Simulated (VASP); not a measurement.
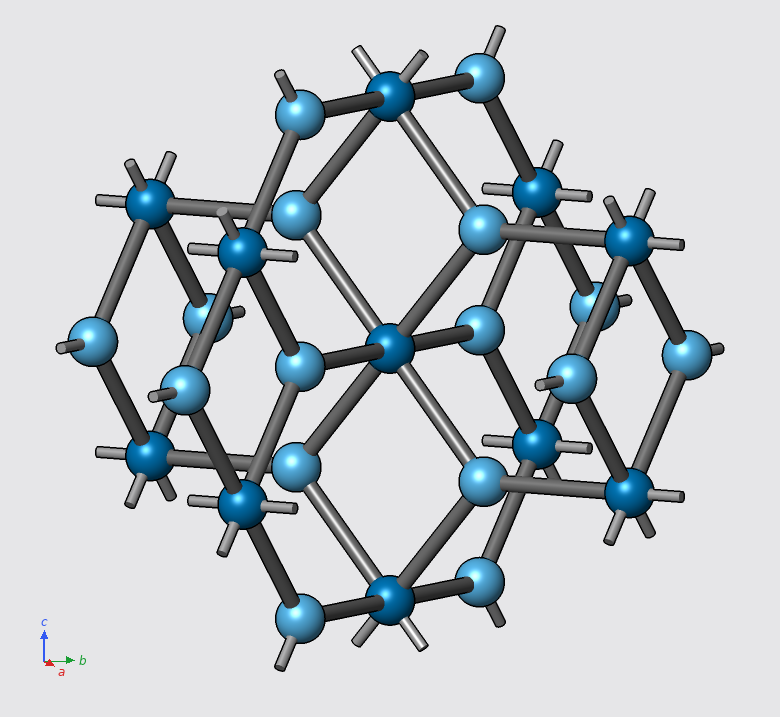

A cut-out of a periodic net derived from a crystal structure. Nodes are coloured by topological kind. Edges to nodes outside the piece are drawn as stubs.

**Classify the net: periodicity, connectivity, name.**

A binodal (3,6)-connected, three-periodic net. It is the rtl net, known from rutile.

**Give point symbol and coordination sequence of each kind of node.**

3-connected node: 4.6^2, sequence 3, 14, 19, 62, 51, 144; 6-connected node: 4^2.6^10.8^3, sequence 6, 10, 38, 34, 102, 74.

Origin of the net. TiO2 (space group P4_2/mnm, No. 136): coordinates from a relaxation with VASP Kohn-Sham DFT of a periodic cell, BLYP with D3, VASP PAW PBE potentials, recommended (VASP 6.6.1). Bonds are taken as O–Ti below 2.3 Å; no other contact counts. The graph is simplified in the usual way: terminal and isolated atoms are pruned, two-connected atoms become edges. O is a 3-connected node; Ti is a 6-connected node, in the ratio 2:1.
